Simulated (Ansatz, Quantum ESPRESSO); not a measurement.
# Evanescent states of LiH, rock salt type, lattice constant set to 3.822 Å, part 3 of 3

Wanted: the complex band structure of LiH, rock salt type, lattice constant set to 3.822 Å, as for a tunnel barrier.

Quantum ESPRESSO 7.5; plane-wave DFT, LDA, GBRV ultrasoft pseudopotentials; cross-check by Ansatz 0.2.0 with PAW datasets.

So far. Step 2 (Ground state): The run needed 9 iterations to bring the estimated error under 1e-09 Ry.

### 5. Cross-check with Ansatz

As a check, the same structure is run in Ansatz.

Level of this step: plane-wave DFT, LDA, Ansatz PAW (Ansatz 0.2.0).

Input file input.yaml:

```yaml
crystal:
  lattice:
    - [2.7025621177, 0.0, 0.0]
    - [0.0, 2.7025621177, 0.0]
    - [0.0, 0.0, 3.822]
  atoms:
    - { symbol: Li, position: [0.0, 0.0, 0.0] }
    - { symbol: H, position: [0.5, 0.5, 0.0] }
    - { symbol: Li, position: [0.5, 0.5, 0.5] }
    - { symbol: H, position: [0.0, 0.0, 0.5] }
kpoints:
  mp_grid: { grid: [8, 8, 6] }
hamiltonian:
  xc: lda
scf:
  occupations: { method: fixed }
  convergence: { dr2_threshold: 1.0e-09 }
output:
  transmission:
    leads: [[0, 0]]
    kpoints: [[0, 0], [0.5, 0], [0.5, 0.5], [0.25, 0]]
    e_range: [-1.92, 7.44]
    de: 0.24
```

The run is started by

```
> ansatz run input.yaml --threads 2 --pin off --max-ram 4096MiB --backend cpu --events-out ev --progress --plain --runs-dir out
```

The program printed:

```text
Engine: ansatz 0.2.0, x86_64-unknown-linux-gnu
Pseudopotentials: kind: paw
Pseudopotential: Li, paw, valence charge 3, recommended cutoff 420 eV (normal), Li.paw.azcp
Pseudopotential: H, paw, valence charge 1, recommended cutoff 420 eV (normal), H.paw.azcp
Functional definition: SPW92
  exchange = slater_x
  correlation = pw_c
Crystal: 4 atoms, lattice volume = 27.915 Å³
Basis set: ecut = 420 eV, 537 PW (Γ)
Bands: 8, of which v1, the nominal top of the filled ones, is band 4 counted from 1 (3 counted from 0)
Symmetry: 32 space group operations
Space group: Fm-3m (ITA 225), of the structure as read, at distance tolerance 3.0e-5 Å
k-points: 60 of 384
Non-local potential: Li, projectors of the file, l = 0: 3, l = 1: 2, l = 2: 1
Non-local potential: H, projectors of the file, l = 0: 2, l = 1: 1
PAW form: soft (Blöchl's): semilocal exchange-correlation on the pseudo side does not see the compensation charge
PAW one-centre angular grid: Li, 110 points (default); XC on 64 Gauss nodes
PAW one-centre angular grid: H, 110 points (default); XC on 64 Gauss nodes
Initial density: superposition of atomic densities (neutral atoms: chi_scale 0, normalization atom), corrected by the library's trained network
Initial wavefunctions: pseudopotential atomic-orbital guess
Functional: x = slater, c = lda
SCF iter   1: F=—  HF=-436.429718 eV  |F-HF|=—  |Δ(HF+E_count)|=         —  Δρ=1.33e-2  dr2=2.93e-2  ethr=1.77e-3  ⟨swp⟩=3.4  Hψ=2574  notcnv=0  defer=109
preconditioner: auto → none  [insulator: Δε(μ)=2.331 eV  Ē_g=11.233 eV  n_scr=2 (ndim 8)  ℏωp=14.1 eV  f_vac=0.000  ε∞_Penn≈2.6]
SCF iter   2: F=—  HF=-436.412608 eV  |F-HF|=—  |Δ(HF+E_count)|=   1.71e-2  Δρ=4.75e-3  dr2=3.47e-3  ethr=3.66e-4  ⟨swp⟩=1.5  Hψ=1011  notcnv=0  defer=101
SCF iter   3: F=—  HF=-436.409894 eV  |F-HF|=—  |Δ(HF+E_count)|=   2.71e-3  Δρ=1.63e-4  dr2=3.91e-6  ethr=4.34e-5  ⟨swp⟩=2.0  Hψ=816  notcnv=0  defer=107
SCF iter   4: F=—  HF=-436.409894 eV  |F-HF|=—  |Δ(HF+E_count)|=   1.74e-7  Δρ=2.05e-5  dr2=7.26e-8  ethr=4.89e-8  ⟨swp⟩=2.6  Hψ=740  notcnv=0
SCF iter   5: F=—  HF=-436.409895 eV  |F-HF|=—  |Δ(HF+E_count)|=   7.79e-7  Δρ=3.02e-6  dr2=1.77e-9  ethr=9.07e-10  ⟨swp⟩=1.6  Hψ=543  notcnv=0
SCF iter   6: F=-436.409895 eV  HF=-436.409895 eV  |F-HF|=3.41e-13  |Δ(HF+E_count)|=  1.06e-11  Δρ=9.76e-8  dr2=9.84e-13  ethr=1.25e-11  ⟨swp⟩=2.4  Hψ=1211  notcnv=0
SCF 1 converged in 6 iterations: F = -436.409895 eV  dr2 = 9.84e-13
  greatest PAW one-centre occupation: 1.000 electrons in one spin orbital (limit 2), on the Li atom at site 2 (counted from 0), in its partial waves of l = 0
transmission: 5 of 20 steps passed
transmission: 10 of 20 steps passed
transmission: 15 of 20 steps passed
transmission: 20 of 20 steps passed
SCF converged after 6 iterations
Free energy (F): -436.409895 eV
Harris-Foulkes:  -436.409895 eV  (|F-HF|=3.41e-13)
Internal energy: -436.409895 eV  (E = F + TS)
E sigma→0 (E₀):  -436.409895 eV
Fermi energy:    1.550911 eV
--- Per-component energies (eV) ---
  E_band       = -171.927624
  E_kinetic    = 73.391530
  E_local      = -236.561125  (includes V_loc(G=0)·N_el)
  E_nonlocal   = -62.970068
  E_hartree    = 65.635309
  E_xc         = -40.476209
  E_vxc        = -52.807442  (∫ρ·V_xc dr)
  E_paw        = -38.054981  (= ΣΔE_a)
  E_vpaw       = -24.248457  (= ΣTr[D̂ρ^β])
  E_aug_tail   = -0.002692  (compensation charges beyond the density's cutoff)
  E_ewald      = -197.371661
  E_smearing   = -0.000000  (= −TS)
  E_closure    = 0.000000  (closes the sum)
  Σ components = -436.409895   (vs F -436.409895, Δ=0.00e0)
--- Band table (eV; the first three rows and the last of 60) ---
  k-point 0: bands = ["-41.8175", "-41.7021", "-4.5541", "1.5509", "4.0124", "12.6325", "12.6325", "16.0986"]
  k-point 1: bands = ["-41.8096", "-41.7096", "-4.3855", "0.1158", "5.9650", "12.9063", "12.9063", "16.3833"]
  k-point 2: bands = ["-41.7881", "-41.7304", "-3.8657", "-1.6259", "9.2056", "13.7244", "13.7244", "16.1128"]
  k-point 59: bands = ["-41.7013", "-41.7013", "1.2035", "1.2035", "6.5278", "6.5278", "6.5278", "6.5278"]
--- Transmission ---
  basis      : 69 plane waves across, 5 finite elements along
  points     : 4, as listed
  energies   : 40 from -1.920000 to 7.440000 eV about the Fermi level, 0.240000 eV apart; the leads are filled to 1.230715 eV, and channels, transmission and decay are at 1.200000 eV
  crystal 0  : Li2H2, at the sites [0, 0], period 3.8220 Å: whole cells are its period
    offset         : up to 0.0000 Å between an atom of the period and one for which it stands
    channels       : 0.000000e0 a spin
    conductance    : none, the energies end too early or step too widely for 300 K: set another output.transmission.e_range or a lower de, or, where they end at an eighth of basis.ecutwfc, a higher one
    slowest decay  : 0.1269 /Å at (0.0000, 0.0000)
```

It took 1.3 s on 2 threads of Intel Xeon 6975P-C (Granite Rapids), shared host; peak memory 0.33 GiB; 2.4 s of CPU time.

Numbers from this step:

- free energy: -436.4099 eV
- symmetry operations: 32
- slowest decay at the grid energy nearest mid-gap: 0.1269 Å⁻¹
- peak of the smallest κ at the zone centre: 0.1269 Å⁻¹
- peak of the smallest κ at (1/2, 1/2): 0.6132 Å⁻¹
- peak of the smallest κ at (1/4, 0): 0.2700 Å⁻¹
- valence top, on the run's zero: 1.551 eV

K across = (0, 0) in the cell's reciprocal vectors; values within 0.0025 1/Å of each other count once, columns are sorted by size at each energy, a dash where no further value was kept. The Im kz of the slowest decaying states by energy, zero at the highest filled level of the SCF mesh:

```csv
energy (eV),decay 1 (Å⁻¹),decay 2 (Å⁻¹)
-1.92,-,-
-1.20,-,-
-0.48,-,-
0.00,0.0075,-
0.24,0.0785,-
0.96,0.125,-
1.68,0.116,-
2.40,0.0378,-
3.12,1.46,-
3.84,1.40,-
4.56,1.33,-
5.28,1.25,-
6.00,1.17,-
6.72,1.09,1.44
7.44,0.993,1.37
```

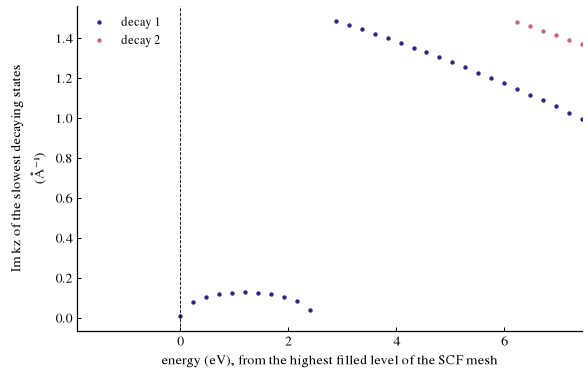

Im kz of the slowest decaying states, plotted against energy.

K across = (0, 0) in the cell's reciprocal vectors. Table of Re kz of states that move upwards, channel 1 by energy, zero at the highest filled level of the SCF mesh:

```csv
energy (eV),"Re kz of states that move upwards, channel 1 (Å⁻¹)"
-0.96,-0.205
0.00,-
0.96,-
1.92,-
2.88,0.107
4.08,0.242
5.04,0.331
6.00,0.414
6.96,0.493
```

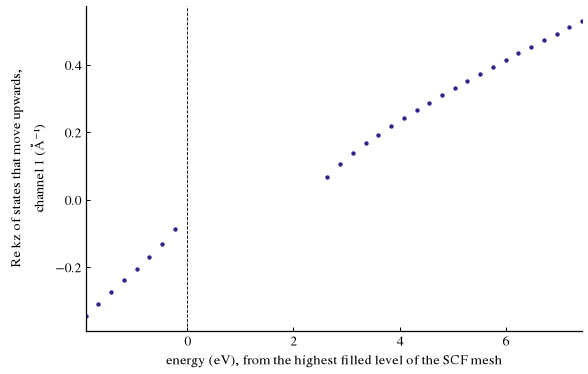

Re kz of states that move upwards, channel 1 against energy.

K across = (1/2, 0) in the cell's reciprocal vectors; values within 0.0025 1/Å of each other count once, columns are sorted by size at each energy, a dash where no further value was kept. Im kz of the slowest decaying states against energy, zero at the highest filled level of the SCF mesh:

```csv
energy (eV),decay 1 (Å⁻¹),decay 2 (Å⁻¹)
-1.92,1.23,-
-1.44,1.24,-
-0.72,1.23,-
-0.24,1.22,-
0.00,1.20,1.23
0.24,1.11,1.30
0.72,1.01,1.35
1.44,0.905,1.38
1.92,0.835,1.39
2.40,0.762,1.40
3.12,0.644,1.40
3.60,0.554,1.39
4.08,0.447,1.38
4.80,0.201,1.37
5.28,1.36,-
5.76,1.34,-
6.24,1.32,-
6.96,1.30,-
7.44,1.28,-
```

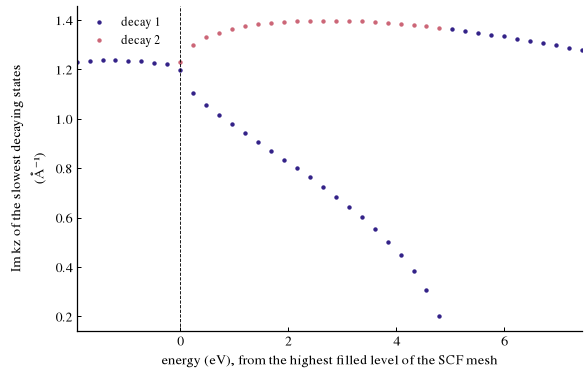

Im kz of the slowest decaying states against energy.

K across = (1/2, 1/2) in the cell's reciprocal vectors; values within 0.0025 1/Å of each other count once, columns are sorted by size at each energy, a dash where no further value was kept. The Im kz of the slowest decaying states by energy, zero at the highest filled level of the SCF mesh:

```csv
energy (eV),decay 1 (Å⁻¹),decay 2 (Å⁻¹)
-1.92,0.869,1.08
-1.44,0.761,1.02
-0.72,0.500,0.920
-0.24,0.848,-
0.00,0.0317,0.810
0.24,0.378,0.769
0.72,0.563,0.681
1.44,0.522,0.680
1.92,0.380,0.722
2.40,0.128,0.748
3.12,0.770,-
3.60,0.776,-
4.08,0.777,-
4.80,0.769,-
5.28,0.759,-
5.76,0.746,-
6.24,0.728,-
6.96,0.696,-
7.44,0.669,-
```

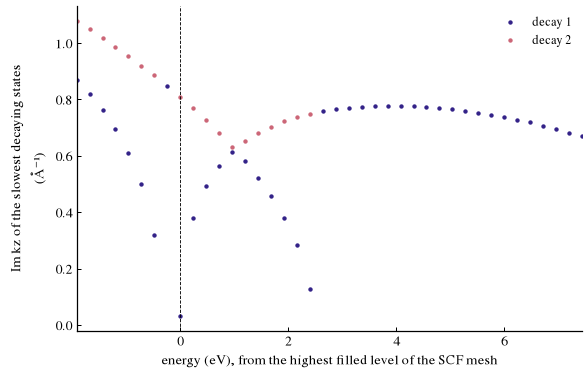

Im kz of the slowest decaying states, plotted against energy.

K across = (1/4, 0) in the cell's reciprocal vectors; values within 0.0025 1/Å of each other count once, columns are sorted by size at each energy, a dash where no further value was kept. The Im kz of the slowest decaying states by energy, zero at the highest filled level of the SCF mesh:

```csv
energy (eV),decay 1 (Å⁻¹),decay 2 (Å⁻¹),decay 3 (Å⁻¹)
-0.96,1.48,-,-
0.00,0.205,1.38,-
0.96,0.264,1.27,-
1.92,0.264,1.16,-
2.88,0.210,1.03,-
4.08,0.855,1.49,-
5.04,0.694,1.40,-
6.00,0.520,1.31,-
6.96,0.330,1.21,1.46
```

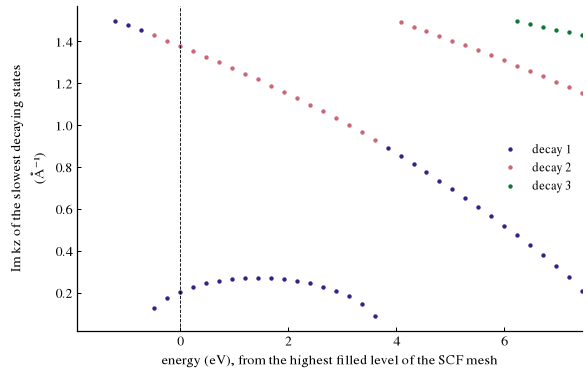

Im kz of the slowest decaying states against energy.

### 6. A check by hand

T falls as exp(−2κd). With κ = 0.127 1/Å, 10 Å of barrier pass exp(−2 × 0.127 × 10) = 0.079 of that channel, interfaces aside.

### 7. Summary of results

```json
{"gap on the SCF mesh": "2.46 eV", "smallest κ at mid-gap among the four k points, at the zone centre": "0.127 Å⁻¹", "peak of the smallest κ in the stop band at the zone centre": "0.127 Å⁻¹", "peak of the smallest κ in the stop band at (1/2, 1/2)": "0.613 Å⁻¹", "peak of the smallest κ in the stop band at (1/4, 0)": "0.270 Å⁻¹", "energy of the peak at the zone centre, over the highest filled level": "1.20 eV", "peak at the zone centre by Ansatz": "0.127 Å⁻¹"}
```

In words: With a gap of 2.46 eV on the mesh, the smallest κ at mid-gap among the four k points, at the zone centre is 0.127 Å⁻¹ (LDA, GBRV ultrasoft). For a barrier with the Fermi level at mid-gap the slowest state found, at the zone centre, loses a factor of ten in probability every 9.1 Å or so. Stop bands away from the zone centre are mostly wider than the gap, so their peaks can lie above the conduction bottom. At the zone centre pwcond's peak is 0.127 and Ansatz's 0.127 1/Å, 0 % apart. The cell is the a/√2 one, turned by 45°, with two primitive cells, so X along [001] folds onto kz = 0. A semilocal gap is too small, often by a third to a half and by more in narrow-gap crystals, so real barriers decay faster.

[Logs are printed without paths, hosts, clocks, repeated set-up lines and the standing remarks that a program may print on its own settings, such as how far it seeks lower states.]

[Hosts, paths, dates, database ids (printed as entryN), source tags and the programs' standing remarks are cut or masked in the printed files.]

[Maps of the electrostatic potential energy from Ansatz leave out the sawtooth potential of an applied field or a dipole correction, so their vacuum need not be flat; planar profiles and work functions include it.]
